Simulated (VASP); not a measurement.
## Run report: Si, geometry relaxation (part 2 of 2)

The same run, continued: Si (Fd-3m, 2 atoms in the cell); Kohn-Sham DFT of a periodic cell, PBEsol, VASP PAW PBE potentials, recommended, no spin polarisation (VASP 6.6.1); cutoff 600 eV, 10×10×10 k-mesh, Gaussian smearing of 0.02 eV. The structure was built on a prototype by a generator; it need not be a known phase.

Geometry of the input (Å; fractional positions):
```
0.0000  2.7200  2.7200
2.7200  0.0000  2.7200
2.7200  2.7200  0.0000
Si 0.0000  0.0000  0.0000
Si 0.2500  0.2500  0.2500
```

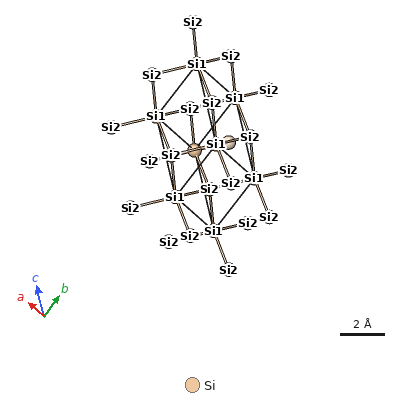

**Figure 1.** The geometry at step 1 of the log (ball-and-stick view of the cell of the calculation, seen at an oblique angle; neighbours outside the cell are drawn fainter; atoms are numbered from 1 in the order of the input).

## Parts of OUTCAR, continued
```
 maximum number of plane-waves:      1363
   NGX = 15   NGY = 15   NGZ = 15

--------------------------------------- Ionic step        1  -------------------------------------------

 number of electron       8.0000000 magnetization

 Free energy of the ion-electron system (eV)
  ---------------------------------------------------
  ext. energy  EPLUGINS =         0.00000000
  ---------------------------------------------------
  free energy    TOTEN  =       -11.49249744 eV

  energy without entropy =      -11.49249744  energy(sigma->0) =      -11.49249744

------------------------ aborting loop because EDIFF is reached ----------------------------------------

  FORCE on cell =-STRESS in cart. coord.  units (eV):
  Direction    XX          YY          ZZ          XY          YZ          ZX
  --------------------------------------------------------------------------------------
  -------------------------------------------------------------------------------------
  Total       -0.0544114     -0.0544114     -0.0544114      0.0000000     -0.0000000      0.0000000
  in kB       -2.1660269     -2.1660269     -2.1660269      0.0000000     -0.0000000      0.0000000
  external PRESSURE =      -2.1660269 kB  Pullay stress =       0.0000000 kB

 VOLUME and BASIS-vectors are now :
 -----------------------------------------------------------------------------
  energy-cutoff  :      600.00
  volume of cell :       40.25
      direct lattice vectors                 reciprocal lattice vectors
     0.000000000  2.720000000  2.720000000    -0.183823529  0.183823529  0.183823529
     2.720000000  0.000000000  2.720000000     0.183823529 -0.183823529  0.183823529
     2.720000000  2.720000000  0.000000000     0.183823529  0.183823529 -0.183823529

 POSITION                                       TOTAL-FORCE (eV/Angst)
 -----------------------------------------------------------------------------------
      0.00000      0.00000      0.00000         0.000000      0.000000      0.000000
      1.36000      1.36000      1.36000        -0.000000     -0.000000     -0.000000
 -----------------------------------------------------------------------------------
    total drift:                               -0.000000      0.000000      0.000000

  FREE ENERGIE OF THE ION-ELECTRON SYSTEM (eV)
  ---------------------------------------------------
  free  energy   TOTEN  =       -11.4924974393 eV

  energy  without entropy=      -11.4924974393  energy(sigma->0) =      -11.49249744

--------------------------------------- Ionic step        2  -------------------------------------------

 number of electron       7.9999999 magnetization

------------------------ aborting loop because EDIFF is reached ----------------------------------------

  FORCE on cell =-STRESS in cart. coord.  units (eV):
  Direction    XX          YY          ZZ          XY          YZ          ZX
  --------------------------------------------------------------------------------------
  -------------------------------------------------------------------------------------
  Total        0.0381446      0.0381446      0.0381446      0.0000000      0.0000000      0.0000000
  in kB        1.5244662      1.5244662      1.5244662      0.0000000      0.0000000      0.0000000
  external PRESSURE =       1.5244662 kB  Pullay stress =       0.0000000 kB

 VOLUME and BASIS-vectors are now :
 -----------------------------------------------------------------------------
  energy-cutoff  :      600.00
  volume of cell :       40.09
      direct lattice vectors                 reciprocal lattice vectors
     0.000000000  2.716430067  2.716430067    -0.184065110  0.184065110  0.184065110
     2.716430067  0.000000000  2.716430067     0.184065110 -0.184065110  0.184065110
     2.716430067  2.716430067 -0.000000000     0.184065110  0.184065110 -0.184065110

 POSITION                                       TOTAL-FORCE (eV/Angst)
 -----------------------------------------------------------------------------------
      0.00000      0.00000      0.00000        -0.000000     -0.000000     -0.000000
      1.35822      1.35822      1.35822         0.000000      0.000000      0.000000
 -----------------------------------------------------------------------------------
    total drift:                               -0.000000     -0.000000      0.000000

  FREE ENERGIE OF THE ION-ELECTRON SYSTEM (eV)
  ---------------------------------------------------
  free  energy   TOTEN  =       -11.4925331000 eV

  energy  without entropy=      -11.4925331000  energy(sigma->0) =      -11.49253310

--------------------------------------- Ionic step        3  -------------------------------------------

 number of electron       7.9999999 magnetization

 Free energy of the ion-electron system (eV)
  ---------------------------------------------------
  ext. energy  EPLUGINS =         0.00000000
  ---------------------------------------------------
  free energy    TOTEN  =       -11.49256289 eV

  energy without entropy =      -11.49256289  energy(sigma->0) =      -11.49256289

 E-fermi :   5.8488     XC(G=0):  -9.5429     alpha+bet :-11.9469

 val. band max:        5.7623010863   @ k =   0.0000   0.0000   0.0000
 cond. band min:       6.2335777803   @ k =   0.4000   0.4000   0.0000
 fundamental gap:      0.4712766940
 Fermi energy:         5.8487921146

 k-point     1 :       0.0000    0.0000    0.0000
  band No.  band energies     occupation
      1      -6.2090      2.00000
      2       5.7623      2.00000
      3       5.7623      2.00000
      4       5.7623      2.00000
      5       8.2784      0.00000
      6       8.2784      0.00000
      7       8.2784      0.00000
      8       9.0551      0.00000

 k-point     2 :       0.1000    0.0000    0.0000
  band No.  band energies     occupation
      1      -6.0779      2.00000
      2       4.6059      2.00000
      3       5.5617      2.00000
      4       5.5617      2.00000
      5       8.2764      0.00000
      6       8.5727      0.00000
      7       8.5727      0.00000
      8       9.9858      0.00000

 k-point     3 :       0.2000    0.0000    0.0000
  band No.  band energies     occupation
      1      -5.6907      2.00000
      2       2.7359      2.00000
      3       5.1791      2.00000
      4       5.1791      2.00000
      5       7.9092      0.00000
      6       9.0798      0.00000
      7       9.0798      0.00000
      8      11.7354      0.00000

 k-point     4 :       0.3000    0.0000    0.0000
  band No.  band energies     occupation
      1      -5.0736      2.00000
      2       0.9450      2.00000
      3       4.8442      2.00000
      4       4.8442      2.00000
      5       7.5420      0.00000
      6       9.2409      0.00000
      7       9.2409      0.00000
      8      13.2714      0.00000

 k-point     5 :       0.4000    0.0000    0.0000
  band No.  band energies     occupation
      1      -4.3227      2.00000
      2      -0.5364      2.00000
      3       4.6325      2.00000
      4       4.6325      2.00000
      5       7.3007      0.00000
      6       9.1150      0.00000
      7       9.1150      0.00000
      8      13.3940      0.00000

 [... the levels of 18 k-points are left out ...]

 k-point    24 :       0.4000    0.3000    0.0000
  band No.  band energies     occupation
      1      -4.0431      2.00000
      2       0.3392      2.00000
      3       2.8796      2.00000
      4       3.3137      2.00000
      5       6.7115      0.00000
      6       7.8985      0.00000
      7      12.6607      0.00000
      8      12.7818      0.00000

 [... further k-points ...]

------------------------ aborting loop because EDIFF is reached ----------------------------------------

  FORCE on cell =-STRESS in cart. coord.  units (eV):
  Direction    XX          YY          ZZ          XY          YZ          ZX
  --------------------------------------------------------------------------------------
  -------------------------------------------------------------------------------------
  Total        0.0013878      0.0013878      0.0013878     -0.0000000      0.0000000     -0.0000000
  in kB        0.0553764      0.0553764      0.0553764     -0.0000000      0.0000000     -0.0000000
  external PRESSURE =       0.0553764 kB  Pullay stress =       0.0000000 kB

 VOLUME and BASIS-vectors are now :
 -----------------------------------------------------------------------------
  energy-cutoff  :      600.00
  volume of cell :       40.15
      direct lattice vectors                 reciprocal lattice vectors
     0.000000000  2.717850129  2.717850129    -0.183968937  0.183968937  0.183968937
     2.717850129  0.000000000  2.717850129     0.183968937 -0.183968937  0.183968937
     2.717850129  2.717850129 -0.000000000     0.183968937  0.183968937 -0.183968937

 POSITION                                       TOTAL-FORCE (eV/Angst)
 -----------------------------------------------------------------------------------
      0.00000      0.00000      0.00000        -0.000000     -0.000000     -0.000000
      1.35893      1.35893      1.35893         0.000000      0.000000      0.000000
 -----------------------------------------------------------------------------------
    total drift:                               -0.000000     -0.000000      0.000000

  FREE ENERGIE OF THE ION-ELECTRON SYSTEM (eV)
  ---------------------------------------------------
  free  energy   TOTEN  =       -11.4925628877 eV

  energy  without entropy=      -11.4925628877  energy(sigma->0) =      -11.49256289

 reached required accuracy - stopping structural energy minimisation
```

## CONTCAR
```
Si
   1.00000000000000
     0.0000000000000000    2.7178501290074686    2.7178501290074686
     2.7178501290074686    0.0000000000000000    2.7178501290074686
     2.7178501290074686    2.7178501290074686   -0.0000000000000000
  Si
     2
Direct
     0.0000000000000000    0.0000000000000000    0.0000000000000000
     0.2500000000000000    0.2500000000000000    0.2500000000000000

  0.00000000E+00  0.00000000E+00  0.00000000E+00
  0.00000000E+00  0.00000000E+00  0.00000000E+00
```

## Trajectory as extended XYZ (Å, eV, eV/Å), 3 frames, from step=0 to step=2
```
2
Lattice="0.0000 2.7200 2.7200 2.7200 0.0000 2.7200 2.7200 2.7200 0.0000" Properties=species:S:1:pos:R:3:forces:R:3 step=0 energy=-11.49250
Si    0.0000    0.0000    0.0000    0.0000   0.0000   0.0000
Si    1.3600    1.3600    1.3600    0.0000   0.0000   0.0000
2
Lattice="0.0000 2.7164 2.7164 2.7164 0.0000 2.7164 2.7164 2.7164 -0.0000" Properties=species:S:1:pos:R:3:forces:R:3 step=1 energy=-11.49253
Si    0.0000    0.0000    0.0000    0.0000   0.0000   0.0000
Si    1.3582    1.3582    1.3582    0.0000   0.0000   0.0000
2
Lattice="0.0000 2.7179 2.7179 2.7179 0.0000 2.7179 2.7179 2.7179 -0.0000" Properties=species:S:1:pos:R:3:forces:R:3 step=2 energy=-11.49256
Si    0.0000    0.0000    0.0000    0.0000   0.0000   0.0000
Si    1.3589    1.3589    1.3589    0.0000   0.0000   0.0000
```

## Results in brief

| quantity | value |
| --- | --- |
| outcome | converged |
| space group (tolerance 0.01 Å) | Fd-3m (227) |
| electrons treated | 8 |
| free energy | −11.4926 eV |
| Fermi energy | 5.849 eV |
| gap on the k-point mesh | 0.47 eV |
| pressure | 0.01 GPa |
| final volume | 40.15 Å³ |
| largest force (length of the vector) at the end | under 0.001 eV/Å |
| final cell | a = 3.844 Å, b = 3.844 Å, c = 3.844 Å, α = 60.00°, β = 60.00°, γ = 60.00° |
| hardware | 1 thread of AMD EPYC (Zen 3), 64 GiB of memory available, shared host |
| wall time | 21 s |
| peak memory | 0.14 GiB |
